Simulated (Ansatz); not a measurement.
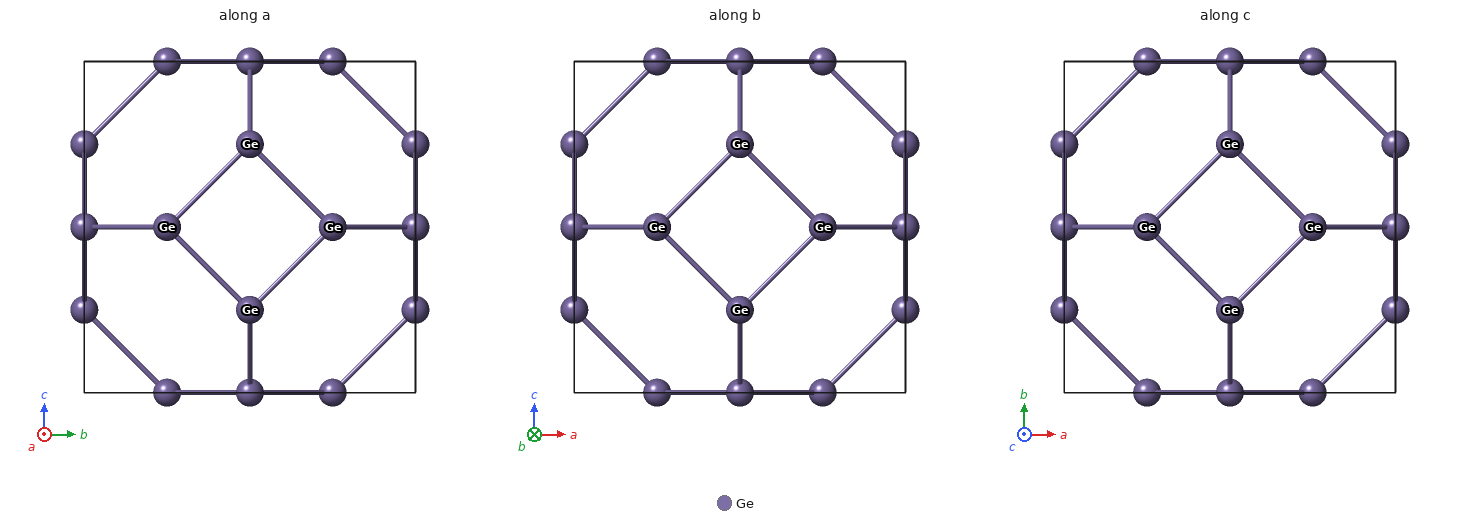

The image is a ball-and-stick drawing of a crystal, viewed along the a axis, along the b axis and along the c axis. The conventional unit cell is outlined; an atom on or near a face, edge or corner is repeated at each equivalent position.

Lattice parameters: a = 7.1056 Å, b = 7.1056 Å, c = 7.1056 Å, α = 90.000°, β = 90.000°, γ = 90.000°.

Question: Write the structure as a CIF with its space group and independent sites.

Answer:
```cif
data_structure
_symmetry_space_group_name_H-M 'I m -3 m'
_symmetry_Int_Tables_number 229
_cell_length_a 7.1056
_cell_length_b 7.1056
_cell_length_c 7.1056
_cell_angle_alpha 90.000
_cell_angle_beta 90.000
_cell_angle_gamma 90.000
_cell_volume 358.76
loop_
_atom_site_label
_atom_site_type_symbol
_atom_site_symmetry_multiplicity
_atom_site_Wyckoff_symbol
_atom_site_fract_x
_atom_site_fract_y
_atom_site_fract_z
_atom_site_occupancy
Ge1 Ge 12 d 0.2500 0.0000 0.5000 1
```

Starting structure: a structure type filled with this element by a generator (whether the element takes this form wasn't checked). The final geometry of a relaxation with Ansatz, DFT PBE, scalar-relativistic, plane waves, PAW is shown.
